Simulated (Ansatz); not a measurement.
**Ni2Si: geometry relaxation (part 1 of 2)**

Ni2Si (P6₃/mmc, 6 atoms in the cell), computed with DFT PBEsol, scalar-relativistic, plane waves, PAW, no spin polarisation (Ansatz 0.2.0).

The structure derives from an entry of the Crystallography Open Database. Figures and captions count atoms from 1; the log counts them from 0 in places.

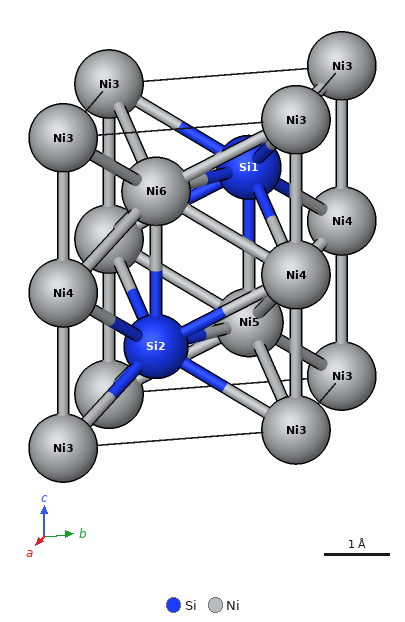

**Figure 1.** The starting structure (ball-and-stick view of the cell of the calculation, seen at an oblique angle; atoms are numbered from 1 in the order of the input). An atom can appear more than once, as a periodic image. Near neighbours in the periodic cell (some may lie outside the picture): Si has 11 Ni at 2.21 to 2.54 Å; Ni has 8 Ni at 2.47 to 2.54 Å and 6 Si at 2.54 Å; Ni has 6 Ni at 2.54 Å and 5 Si at 2.21 to 2.47 Å.

Input file
```yaml
crystal:
  lattice:
    - [3.8359985066, 0.0, 0.0]
    - [-1.9179992533, 3.3220721556, 0.0]
    - [0.0, 0.0, 4.948]
  atoms:
    - { symbol: Si, position: [0.3333333333, 0.6666666667, 0.75] }
    - { symbol: Si, position: [0.6666666667, 0.3333333333, 0.25] }
    - { symbol: Ni, position: [0.0, 0.0, 0.0] }
    - { symbol: Ni, position: [0.0, 0.0, 0.5] }
    - { symbol: Ni, position: [0.3333333333, 0.6666666667, 0.25] }
    - { symbol: Ni, position: [0.6666666667, 0.3333333333, 0.75] }
basis:
  ecutwfc: 420
kpoints:
  mp_grid: { grid: [12, 12, 8] }
hamiltonian:
  xc: pbesol
scf:
  occupations: { method: gaussian, width: 0.1 }
output:
  forces: true
  stress: true
  eigenvalues: true
  write_density: true
  write_potential: true
  elf: true
  volumetric_format: npy
relax:
  adjacent_minimum: "off"
  f_tol: 0.005
  max_steps: 80
  cell: { stress_tol: 0.05 }
```

Run on 4 threads of Intel Xeon (Granite Rapids), 32 GiB of memory available, shared host.

Command:
```bash
ansatz run input.yaml --threads 4 --pin off --max-ram 10240MiB --backend cpu --events-out ev --progress --plain --runs-dir out
```

The program's output
```
Engine: ansatz 0.2.0, x86_64-unknown-linux-gnu
Pseudopotentials: kind: paw
Pseudopotential: Si, paw, valence charge 4, recommended cutoff 420 eV (normal), Si.paw.azcp
Pseudopotential: Ni, paw, valence charge 18, recommended cutoff 420 eV (normal), Ni.paw.azcp
Functional definition: PBEsol
  exchange = pbesol_x
  correlation = pbesol_c
Crystal: 6 atoms, lattice volume = 63.055 Å³
Basis set: ecut = 420 eV, 1229 PW (Γ), exchange–correlation on 54×54×72 points (8 copies of the dense FFT grid, shifted against one another)
Bands: 48, of which v1, the nominal top of the filled ones, is band 40 counted from 1 (39 counted from 0)
Symmetry: 24 space group operations
Space group: P63/mmc (ITA 194), of the structure as read, at distance tolerance 4.0e-5 Å
k-points: 95 of 1152
Non-local potential: Si, projectors of the file, l = 0: 2, l = 1: 2, l = 2: 2
Non-local potential: Ni, projectors of the file, l = 0: 3, l = 1: 2, l = 2: 3, l = 3: 1
PAW form: soft (Blöchl's): semilocal exchange-correlation on the pseudo side does not see the compensation charge
PAW frozen core: Si, regenerated for the run's functional, and the local potential with it (the file was generated under x = pbe(κ = 0.804, μ = 0.2195149727645171), c = pbe(β = 0.06672455060314922))
PAW frozen core: Ni, regenerated for the run's functional, and the local potential with it (the file was generated under x = pbe(κ = 0.804, μ = 0.2195149727645171), c = pbe(β = 0.06672455060314922))
PAW one-centre angular grid: Si, 110 points (default); XC on 64 Gauss nodes
PAW one-centre angular grid: Ni, 590 points (default); XC on 64 Gauss nodes
Initial density: superposition of atomic densities (neutral atoms: chi_scale 0, normalization atom), corrected by the library's trained network
Initial wavefunctions: pseudopotential atomic-orbital guess
Functional: x = pbesol(κ = 0.804, μ = 0.12345679012345678), c = pbesol(β = 0.046)
SCF iter   1: F=—  HF=-24466.367131 eV  |F-HF|=—  |Δ(HF+E_count)|=         —  Δρ=2.16e-2  dr2=1.56e-1  ethr=1.77e-3  ⟨swp⟩=5.7  Hψ=16614  notcnv=0  defer=3
preconditioner: auto → Kerker (q_TF=auto, 2.839 Å⁻¹)  [metal: Δε(μ)=0.009 eV  Ē_g=7.462 eV  σ=0.100 eV  W_gap=0.05  n_scr=22 (ndim 8)  ℏωp=32.4 eV  f_vac=0.000  D(μ)=3.57/eV (n_scr^D=34)]
SCF iter   2: F=—  HF=-24466.342516 eV  |F-HF|=—  |Δ(HF+E_count)|=   2.46e-2  Δρ=4.90e-3  dr2=8.66e-3  ethr=1.95e-4  ⟨swp⟩=2.4  Hψ=8104  notcnv=0  defer=214
SCF iter   3: F=—  HF=-24466.341180 eV  |F-HF|=—  |Δ(HF+E_count)|=   1.34e-3  Δρ=1.66e-3  dr2=1.19e-3  ethr=1.08e-5  ⟨swp⟩=1.6  Hψ=4773  notcnv=0  defer=214
SCF iter   4: F=—  HF=-24466.340871 eV  |F-HF|=—  |Δ(HF+E_count)|=   3.09e-4  Δρ=3.99e-4  dr2=8.86e-5  ethr=1.48e-6  ⟨swp⟩=2.1  Hψ=6444  notcnv=0  defer=214
SCF iter   5: F=—  HF=-24466.340880 eV  |F-HF|=—  |Δ(HF+E_count)|=   8.40e-6  Δρ=1.05e-4  dr2=8.57e-6  ethr=1.11e-7  ⟨swp⟩=2.0  Hψ=5640  notcnv=0  defer=214
SCF iter   6: F=—  HF=-24466.340878 eV  |F-HF|=—  |Δ(HF+E_count)|=   1.79e-6  Δρ=2.35e-5  dr2=2.17e-7  ethr=1.07e-8  ⟨swp⟩=2.1  Hψ=6461  notcnv=0  defer=214
SCF iter   7: F=-24466.340878 eV  HF=-24466.340878 eV  |F-HF|=7.66e-8  |Δ(HF+E_count)|=   7.74e-8  Δρ=1.30e-5  dr2=6.98e-8  ethr=1.25e-10  ⟨swp⟩=12.3  Hψ=35532  notcnv=0
SCF 1 converged in 7 iterations: F = -24466.340878 eV  dr2 = 6.98e-8
  greatest PAW one-centre occupation: 1.001 electrons in one spin orbital (limit 2), on the Ni atom at site 5 (counted from 0), in its partial waves of l = 1
relax step   1: F+E_penalty+E_count = -24466.34087772 eV  Δ(F+E_penalty+E_count) = +0.000e0 eV  max|allowed force component| = 1.280e-16 eV/Å  Δτ_max = 0.0000 Å  P = +2.879 GPa  Ω = 63.055 Å³  (7 SCF iters, dr2 threshold 1.00e-7 eV, accepted)
Crystal: 6 atoms, lattice volume = 63.416 Å³
Basis set: ecut = 420 eV, 1241 PW (Γ), exchange–correlation on 54×54×72 points (8 copies of the dense FFT grid, shifted against one another)
Initial density: handed on by an earlier stage of this run
Initial wavefunctions: those handed on with the density
iter 1 solved again at ethr=1.22e-6 eV; its pass at ethr=3.10e-3 eV (dr2=9.79e-4 eV) is discarded
SCF iter   1: F=—  HF=-24466.350867 eV  |F-HF|=—  |Δ(HF+E_count)|=         —  Δρ=1.37e-3  dr2=7.26e-4  ethr=1.22e-6  ⟨swp⟩=2.0  Hψ=19019  notcnv=0
preconditioner: auto → Kerker (q_TF=auto, 2.836 Å⁻¹)  [metal: Δε(μ)=0.009 eV  Ē_g=7.444 eV  σ=0.100 eV  W_gap=0.05  n_scr=22 (ndim 8)  ℏωp=32.3 eV  f_vac=0.000  D(μ)=3.47/eV (n_scr^D=22)]
SCF iter   2: F=—  HF=-24466.350757 eV  |F-HF|=—  |Δ(HF+E_count)|=   1.10e-4  Δρ=5.68e-4  dr2=1.41e-4  ethr=9.08e-7  ⟨swp⟩=1.0  Hψ=4560  notcnv=0
SCF iter   3: F=—  HF=-24466.350732 eV  |F-HF|=—  |Δ(HF+E_count)|=   2.45e-5  Δρ=1.86e-4  dr2=1.75e-5  ethr=1.76e-7  ⟨swp⟩=1.6  Hψ=5807  notcnv=0
SCF iter   4: F=—  HF=-24466.350728 eV  |F-HF|=—  |Δ(HF+E_count)|=   3.87e-6  Δρ=6.97e-5  dr2=2.22e-6  ethr=2.19e-8  ⟨swp⟩=2.1  Hψ=6479  notcnv=0
iter 5 did not close the SCF: its close was put off for the readings that it lacked (scf_convergence_deferred on its scf_iter line)
SCF iter   5: F=-24466.350727 eV  HF=-24466.350728 eV  |F-HF|=3.11e-7  |Δ(HF+E_count)|=   4.78e-7  Δρ=2.56e-5  dr2=2.93e-7  ethr=2.77e-9  ⟨swp⟩=2.4  Hψ=7022  notcnv=0
SCF iter   6: F=-24466.350728 eV  HF=-24466.350728 eV  |F-HF|=3.19e-9  |Δ(HF+E_count)|=   2.02e-8  Δρ=3.50e-6  dr2=5.86e-9  ethr=3.67e-10  ⟨swp⟩=6.3  Hψ=30596  notcnv=0
SCF 2 converged in 6 iterations: F = -24466.350728 eV  dr2 = 5.86e-9
relax step   2: F+E_penalty+E_count = -24466.35072768 eV  Δ(F+E_penalty+E_count) = -9.850e-3 eV  max|allowed force component| = 1.866e-16 eV/Å  Δτ_max = 0.0000 Å  P = +1.353 GPa  Ω = 63.416 Å³  energy of the carried Pulay correction = -1.458e-4 eV  (6 SCF iters, dr2 threshold 6.00e-7 eV, accepted)
Crystal: 6 atoms, lattice volume = 63.733 Å³
Basis set: ecut = 420 eV, 1253 PW (Γ), exchange–correlation on 54×54×72 points (8 copies of the dense FFT grid, shifted against one another)
iter 1 solved again at ethr=1.19e-6 eV; its pass at ethr=3.10e-3 eV (dr2=9.55e-4 eV) is discarded
SCF iter   1: F=—  HF=-24466.355575 eV  |F-HF|=—  |Δ(HF+E_count)|=         —  Δρ=1.66e-3  dr2=9.92e-4  ethr=1.19e-6  ⟨swp⟩=2.1  Hψ=21794  notcnv=0
preconditioner: auto → Kerker (q_TF=auto, 2.834 Å⁻¹)  [metal: Δε(μ)=0.005 eV  Ē_g=7.404 eV  σ=0.100 eV  W_gap=0.03  n_scr=22 (ndim 8)  ℏωp=32.2 eV  f_vac=0.000  D(μ)=3.48/eV (n_scr^D=22)]
SCF iter   2: F=—  HF=-24466.355395 eV  |F-HF|=—  |Δ(HF+E_count)|=   1.80e-4  Δρ=7.90e-4  dr2=2.59e-4  ethr=1.19e-6  ⟨swp⟩=1.0  Hψ=4560  notcnv=0
SCF iter   3: F=—  HF=-24466.355331 eV  |F-HF|=—  |Δ(HF+E_count)|=   6.40e-5  Δρ=2.07e-4  dr2=2.22e-5  ethr=3.23e-7  ⟨swp⟩=2.2  Hψ=6236  notcnv=0
SCF iter   4: F=—  HF=-24466.355326 eV  |F-HF|=—  |Δ(HF+E_count)|=   5.45e-6  Δρ=8.64e-5  dr2=3.15e-6  ethr=2.77e-8  ⟨swp⟩=2.0  Hψ=6405  notcnv=0
iter 5 did not close the SCF: its close was put off for the readings that it lacked (scf_convergence_deferred on its scf_iter line)
SCF iter   5: F=-24466.355325 eV  HF=-24466.355325 eV  |F-HF|=2.48e-7  |Δ(HF+E_count)|=   6.30e-7  Δρ=2.40e-5  dr2=2.46e-7  ethr=3.94e-9  ⟨swp⟩=2.3  Hψ=6842  notcnv=0
SCF iter   6: F=-24466.355325 eV  HF=-24466.355325 eV  |F-HF|=2.54e-9  |Δ(HF+E_count)|=   1.59e-8  Δρ=4.46e-6  dr2=7.39e-9  ethr=3.08e-10  ⟨swp⟩=6.4  Hψ=31712  notcnv=0
SCF 3 converged in 6 iterations: F = -24466.355325 eV  dr2 = 7.39e-9
relax step   3: F+E_penalty+E_count = -24466.35532509 eV  Δ(F+E_penalty+E_count) = -4.597e-3 eV  max|allowed force component| = 1.812e-16 eV/Å  Δτ_max = 0.0000 Å  P = -0.030 GPa  Ω = 63.733 Å³  energy of the carried Pulay correction = -2.801e-4 eV  (6 SCF iters, dr2 threshold 6.00e-7 eV, accepted)
Crystal: 6 atoms, lattice volume = 63.725 Å³
iter 1 solved again at ethr=2.13e-9 eV; its pass at ethr=3.10e-3 eV (dr2=1.70e-6 eV) is discarded
SCF iter   1: F=—  HF=-24466.355329 eV  |F-HF|=—  |Δ(HF+E_count)|=         —  Δρ=8.61e-5  dr2=2.07e-6  ethr=2.13e-9  ⟨swp⟩=3.0  Hψ=22363  notcnv=0
preconditioner: auto → Kerker (q_TF=auto, 2.834 Å⁻¹)  [metal: Δε(μ)=0.006 eV  Ē_g=7.403 eV  σ=0.100 eV  W_gap=0.04  n_scr=22 (ndim 8)  ℏωp=32.2 eV  f_vac=0.000  D(μ)=3.49/eV (n_scr^D=22)]
SCF iter   2: F=—  HF=-24466.355345 eV  |F-HF|=—  |Δ(HF+E_count)|=   1.53e-5  Δρ=4.80e-5  dr2=8.62e-7  ethr=2.13e-9  ⟨swp⟩=1.0  Hψ=4560  notcnv=0
iter 3 did not close the SCF: its close was put off for the readings that it lacked (scf_convergence_deferred on its scf_iter line)
SCF iter   3: F=-24466.355344 eV  HF=-24466.355344 eV  |F-HF|=1.61e-8  |Δ(HF+E_count)|=   3.16e-7  Δρ=7.16e-6  dr2=2.96e-8  ethr=1.08e-9  ⟨swp⟩=2.1  Hψ=5435  notcnv=0
iter 4 did not close the SCF: its close was put off for the readings that it lacked (scf_convergence_deferred on its scf_iter line)
SCF iter   4: F=-24466.355344 eV  HF=-24466.355344 eV  |F-HF|=2.04e-9  |Δ(HF+E_count)|=   7.59e-9  Δρ=2.18e-6  dr2=1.53e-9  ethr=3.70e-11  ⟨swp⟩=2.0  Hψ=6798  notcnv=0
iter 5 did not close the SCF: its close was put off for the readings that it lacked (scf_convergence_deferred on its scf_iter line)
SCF iter   5: F=-24466.355344 eV  HF=-24466.355344 eV  |F-HF|=2.84e-10  |Δ(HF+E_count)|=  4.18e-10  Δρ=9.19e-7  dr2=2.96e-10  ethr=1.91e-12  ⟨swp⟩=2.0  Hψ=8298  notcnv=0
SCF iter   6: F=-24466.355344 eV  HF=-24466.355344 eV  |F-HF|=2.55e-11  |Δ(HF+E_count)|=  3.64e-11  Δρ=2.20e-7  dr2=2.06e-11  ethr=1.00e-12  ⟨swp⟩=5.0  Hψ=23489  notcnv=0
SCF 4 converged in 6 iterations: F = -24466.355344 eV  dr2 = 2.06e-11
relax step   4: F+E_penalty+E_count = -24466.35534438 eV  Δ(F+E_penalty+E_count) = -1.929e-5 eV  max|allowed force component| = 2.845e-16 eV/Å  Δτ_max = 0.0000 Å  P = -0.016 GPa  Ω = 63.725 Å³  energy of the carried Pulay correction = -2.783e-4 eV  (6 SCF iters, accepted)
Initial wavefunctions: pseudopotential atomic-orbital guess (no wavefunctions were taken with the density)
iter 1 solved again at ethr=3.11e-7 eV; its pass at ethr=3.10e-3 eV (dr2=2.49e-4 eV) is discarded
SCF iter   1: F=—  HF=-24466.355605 eV  |F-HF|=—  |Δ(HF+E_count)|=         —  Δρ=4.53e-4  dr2=2.75e-6  ethr=3.11e-7  ⟨swp⟩=3.0  Hψ=27786  notcnv=0
SCF iter   2: F=—  HF=-24466.355630 eV  |F-HF|=—  |Δ(HF+E_count)|=   2.46e-5  Δρ=2.31e-4  dr2=7.16e-7  ethr=3.43e-9  ⟨swp⟩=1.5  Hψ=4757  notcnv=0
SCF iter   3: F=—  HF=-24466.355632 eV  |F-HF|=—  |Δ(HF+E_count)|=   1.42e-6  Δρ=1.02e-6  dr2=3.26e-10  ethr=8.95e-10  ⟨swp⟩=1.0  Hψ=4560  notcnv=0
iter 4 did not close the SCF: its close was put off for the readings that it lacked (scf_convergence_deferred on its scf_iter line)
SCF iter   4: F=-24466.355632 eV  HF=-24466.355632 eV  |F-HF|=2.18e-11  |Δ(HF+E_count)|=  5.97e-10  Δρ=3.29e-7  dr2=3.17e-11  ethr=1.00e-12  ⟨swp⟩=2.0  Hψ=8338  notcnv=0
iter 5 did not close the SCF: its close was put off for the readings that it lacked (scf_convergence_deferred on its scf_iter line)
SCF iter   5: F=-24466.355632 eV  HF=-24466.355632 eV  |F-HF|=3.64e-12  |Δ(HF+E_count)|=  1.82e-11  Δρ=1.49e-7  dr2=8.73e-12  ethr=1.00e-12  ⟨swp⟩=1.0  Hψ=4560  notcnv=0
iter 6 did not close the SCF: its close was put off for the readings that it lacked (scf_convergence_deferred on its scf_iter line)
SCF iter   6: F=-24466.355632 eV  HF=-24466.355632 eV  |F-HF|=0.00e0  |Δ(HF+E_count)|=  3.64e-12  Δρ=4.79e-8  dr2=8.45e-13  ethr=1.00e-12  ⟨swp⟩=1.0  Hψ=4560  notcnv=0
iter 7 did not close the SCF: its close was put off for the readings that it lacked (scf_convergence_deferred on its scf_iter line)
SCF iter   7: F=-24466.355632 eV  HF=-24466.355632 eV  |F-HF|=7.28e-12  |Δ(HF+E_count)|=  7.28e-12  Δρ=3.73e-8  dr2=5.47e-13  ethr=1.00e-12  ⟨swp⟩=1.0  Hψ=4560  notcnv=0
SCF iter   8: F=-24466.355632 eV  HF=-24466.355632 eV  |F-HF|=3.64e-12  |Δ(HF+E_count)|=    0.00e0  Δρ=4.93e-9  dr2=7.66e-15  ethr=1.00e-12  ⟨swp⟩=3.1  Hψ=17125  notcnv=0
SCF 5 converged in 8 iterations: F = -24466.355632 eV  dr2 = 7.66e-15
relax step   5: F+E_penalty+E_count = -24466.35563153 eV  Δ(F+E_penalty+E_count) = -2.872e-4 eV  max|allowed force component| = 2.644e-16 eV/Å  Δτ_max = 0.0000 Å  P = -0.013 GPa  Ω = 63.725 Å³  stress off target by 2.40e-2 GPa  SCF on the basis re-selected at this cell (its energy is not comparable with the rows above)  (8 SCF iters)
```

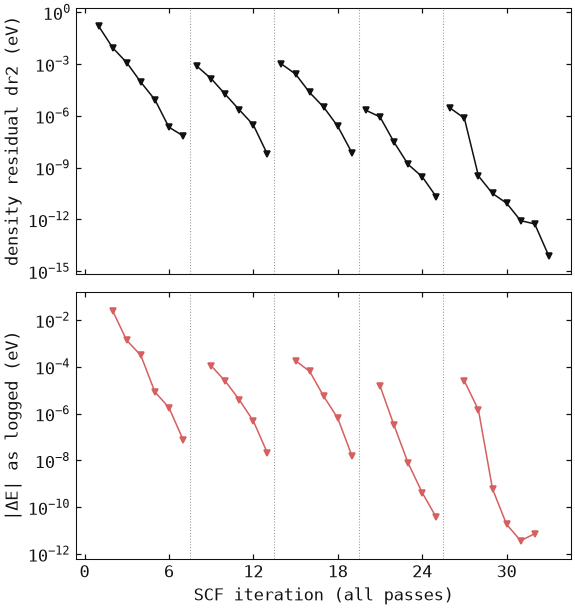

**Figure 2.** Convergence of the self-consistent field: density residual dr2 and size of the energy change against the SCF iteration. The dotted lines part the SCF passes of the relaxation: geometry steps, rejected trials and re-solves on a re-selected basis. The 5 passes take 6 to 8 iterations each, 33 in all.

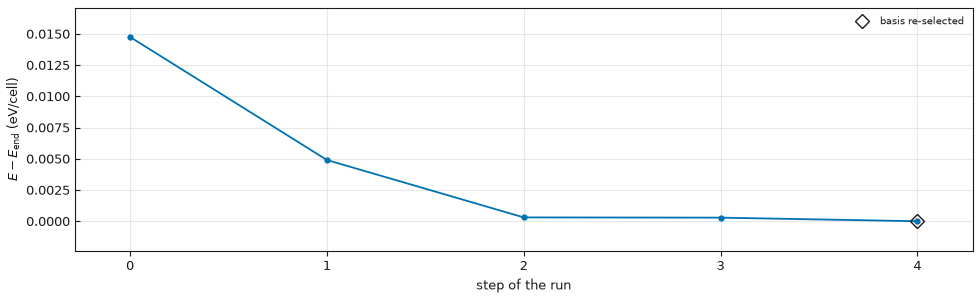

**Figure 3.** Progress of the relaxation, step by step (the first geometry is step 0 here and step 1 in the log).
